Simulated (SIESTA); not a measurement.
## Energy of HfO2 along an even scaling of the cell

System: HfO2 (P2₁/c, 12 atoms in the cell).
Method: Kohn-Sham DFT of a periodic cell, PBEsol, PseudoDojo 0.4 standard, converted to PSML, no spin polarisation (SIESTA 5.4.2).

The 7 runs differ only in the geometry, by an even scaling of the cell at fixed fractional positions. The structure derives from an entry of the Crystallography Open Database.

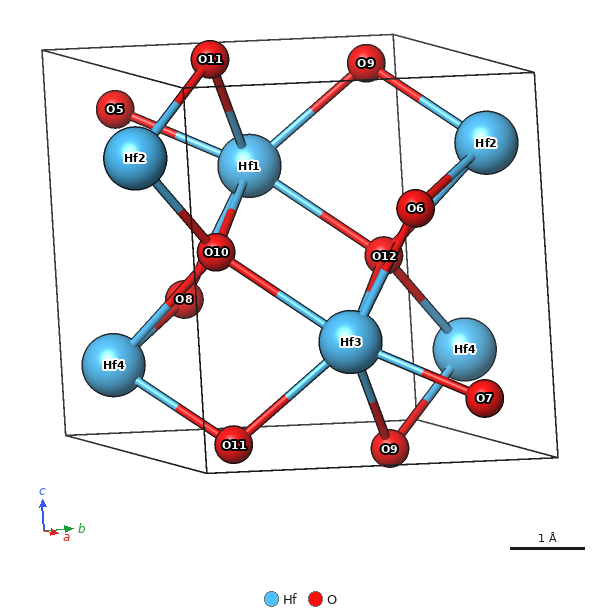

Figure 1. The structure of run 4 (ball-and-stick view of the cell of the calculation, seen slightly off an axis; atoms are numbered from 1 in the order of the input). An atom can appear more than once, as a periodic image.

**Input of run 4**
```
SystemName                      HfO2
SystemLabel                     HfO2
NumberOfSpecies                 2
NumberOfAtoms                   12
%block ChemicalSpeciesLabel
  1  72 Hf
  2   8 O
%endblock ChemicalSpeciesLabel

LatticeConstant                 1.0 Ang
%block LatticeVectors
     5.1180000000     0.0000000000     0.0000000000
     0.0000000000     5.1857000000     0.0000000000
    -0.8586630598     0.0000000000     5.2138671406
%endblock LatticeVectors
AtomicCoordinatesFormat         Fractional
%block AtomicCoordinatesAndAtomicSpecies
     0.2755000000     0.4603000000     0.7080000000  1  Hf
     0.7245000000     0.9603000000     0.7920000000  1  Hf
     0.7245000000     0.5397000000     0.2920000000  1  Hf
     0.2755000000     0.0397000000     0.2080000000  1  Hf
     0.0742000000     0.1684000000     0.8467000000  2  O
     0.9258000000     0.6684000000     0.6533000000  2  O
     0.9258000000     0.8316000000     0.1533000000  2  O
     0.0742000000     0.3316000000     0.3467000000  2  O
     0.4487000000     0.7419000000     0.9801000000  2  O
     0.5513000000     0.2419000000     0.5199000000  2  O
     0.5513000000     0.2581000000     0.0199000000  2  O
     0.4487000000     0.7581000000     0.4801000000  2  O
%endblock AtomicCoordinatesAndAtomicSpecies

%block kgrid.MonkhorstPack
    4   0   0  0.0
    0   4   0  0.0
    0   0   4  0.0
%endblock kgrid.MonkhorstPack
XC.Functional                   GGA
XC.Authors                      PBEsol
PAO.BasisSize                   DZP
PAO.EnergyShift                 0.003 Ry
Mesh.Cutoff                     800 Ry
OccupationFunction              FD
ElectronicTemperature           0.05 eV
MaxSCFIterations                120
SCF.MustConverge                false
SCF.Mixer.Method                Pulay
SCF.Mixer.Weight                0.25
SCF.Mixer.History               8
SCF.DM.Tolerance                5.0e-05
SCF.H.Tolerance                 1.0e-03 eV
WriteForces                     true
Charge.Mulliken                 end
%block PAO.Basis
  Hf 5
  n=5 0 2
    3.241 0.000
  n=6 0 2
    8.114 0.000
  n=5 1 2
    3.929 0.000
  n=6 1 1
    8.114
  n=5 2 2
    7.842 0.000
%endblock PAO.Basis
```

Command:
```bash
siesta < HfO2.fdf > HfO2.out 2>&1
```

Lattice vectors (Å) and fractional positions of run 4:
```
   5.118000    0.000000    0.000000
   0.000000    5.185700    0.000000
  -0.858663    0.000000    5.213867
Hf  0.275500  0.460300  0.708000
Hf  0.724500  0.960300  0.792000
Hf  0.724500  0.539700  0.292000
Hf  0.275500  0.039700  0.208000
O   0.074200  0.168400  0.846700
O   0.925800  0.668400  0.653300
O   0.925800  0.831600  0.153300
O   0.074200  0.331600  0.346700
O   0.448700  0.741900  0.980100
O   0.551300  0.241900  0.519900
O   0.551300  0.258100  0.019900
O   0.448700  0.758100  0.480100
```

Run 3 differs from it as follows:
```diff
-     5.1180000000     0.0000000000     0.0000000000
-     0.0000000000     5.1857000000     0.0000000000
-    -0.8586630598     0.0000000000     5.2138671406
+     5.0836499717     0.0000000000     0.0000000000
+     0.0000000000     5.1508955956     0.0000000000
+    -0.8529000468     0.0000000000     5.1788736893
```

**Results, with one run withheld**

| run | volume per atom (Å³) | free energy per atom, from the lowest run given (meV) | pressure (GPa) | gap on the mesh (eV) |
| --- | --- | --- | --- | --- |
| 1 | 10.840 | 38.96 | 18.28 | 4.05 |
| 2 | 11.070 | 17.40 | 11.81 | 3.99 |
| 3 | 11.301 | ? | ? | ? |
| 4 | 11.532 | 0.00 | 0.72 | 3.85 |
| 5 | 11.762 | 2.46 | −4.02 | 3.79 |
| 6 | 11.993 | 11.38 | −8.29 | 3.73 |
| 7 | 12.223 | 26.13 | −12.11 | 3.67 |

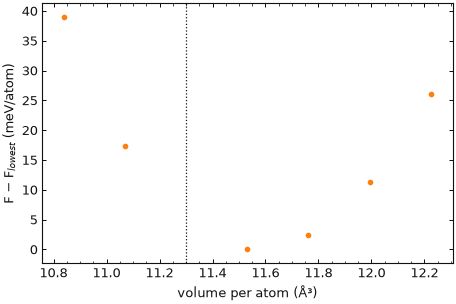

Figure 2. Free energy per atom of the runs given; the dotted line marks run 3.

Fit the runs given and predict run 3.

A cubic polynomial in V^(−2/3) (the Birch–Murnaghan form), fitted to the 6 runs given, misses them by at most 0.03 meV per atom. With x = V^(−2/3) − 0.19568 Å⁻², it reads F = −0.077532 + 129.9 x + 5.2329e+05 x² + 4.208e+05 x³ (meV per atom). At run 3 it gives 4.69 meV per atom, and the run itself gives 4.71. The slope of the fit gives a pressure −dF/dV of 5.95 GPa there, and the run prints 5.95 GPa. The fit has its minimum at 11.564 Å³ per atom, where V d²F/dV² gives 246 GPa. Cell shape and fractional positions are held, so this is the stiffness under even scaling; the relaxed bulk modulus wasn't computed. The gap on the mesh goes, without turning, from 4.05 eV in run 1 to 3.67 eV in run 7; run 3 has 3.92 eV. These are gaps of this functional on this mesh, which can miss the band edges; they aren't the measured gap.

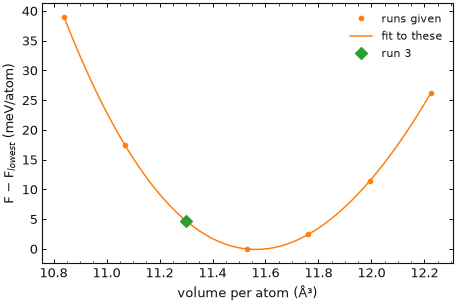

Figure 3. The fit and the withheld run.

**Some lines of the output (run 3)**
```
[...]
outcell: Cell volume (Ang**3)        :    135.6106
stepf: Fermi-Dirac step function
siesta: Etot    =     -9719.478516
siesta: FreeEng =     -9719.478516
        iscf     Eharris(eV)        E_KS(eV)     FreeEng(eV)     dDmax    Ef(eV) dHmax(eV)
siesta: E_KS(eV) =            -9746.9911
siesta: E_KS - E_eggbox =     -9746.9911
siesta: Etot    =     -9746.991114
siesta: FreeEng =     -9746.991114
siesta:         Fermi =      -5.311574
siesta: Cell volume =        135.610621 Ang**3
    Orbital volume contribution        =           8.388431 eV
```

Notes: Points of doubt noted for this run: mulliken charges of long orbitals. Spin–orbit coupling is left out, which matters for Hf. With a small basis of atomic orbitals these values can differ much from converged plane-wave results.
